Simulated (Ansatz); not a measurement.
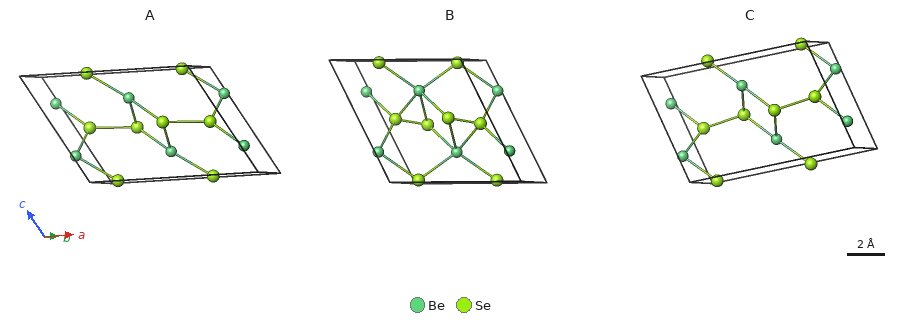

3 geometries from one relaxation of a crystal of BeSe2 (a generated structure, set up in C2/c) (coarse preliminary run), in shuffled order. Style: ball-and-stick. Shown: the conventional cell (2 times the calculation's cell), from a free direction. Lengths and directions refer to the drawn axes.

Case: Ba → Be, S → Se on all its sites, cell and atoms relaxed.

Method: Ansatz, DFT LDA, scalar-relativistic, plane waves, PAW. (plane-wave cutoff 420 eV; k-point mesh 6 × 6 × 4; occupations gaussian; smearing width 0.1 eV; no spin polarisation; cell and atoms relaxed; force threshold 0.05 eV/Å; at most 60 steps)

### Put them in the order of the run, from the start to the converged end.

B, A, C. They are steps 0, 7, 19, at +2027 meV per atom, +123 meV per atom relative to the last. The largest moves relative to the cell, 0.51 Å, are those of Se atoms. By element the largest moves are Se 0.51 Å, Be 0.29 Å. The volume changes by +5.6 %, with a 7.681 → 9.809 Å (+27.7 %), b 3.965 → 3.518 Å (−11.3 %), c 7.602 → 6.490 Å (−14.6 %), β 117.9° → 105.2°. Near-neighbour distances that change, for instance: Be–Se 2.628 → 3.998 Å, Se–Se 1.807 → 2.440 Å, Se–Se 3.642 → 3.120 Å, Se–Se 2.558 → 2.996 Å. Bond angles that change, for instance: Be–Se–Se 68.0° → 112.2°, Se–Be–Se 142.7° → 172.9°, Se–Be–Se 123.5° → 103.5°. The space group stays C2/c (No. 15). The energy falls by 2027 meV per atom in 17 accepted moves (19 points after the start). Largest force component: 16 eV/Å at the start, 0.036 eV/Å at the end. The pressure goes from 41.30 to −0.28 GPa. At 2 points the geometry stayed and the basis and grid were re-selected for the new cell (energy shift of 24.6 meV per atom at most each time).
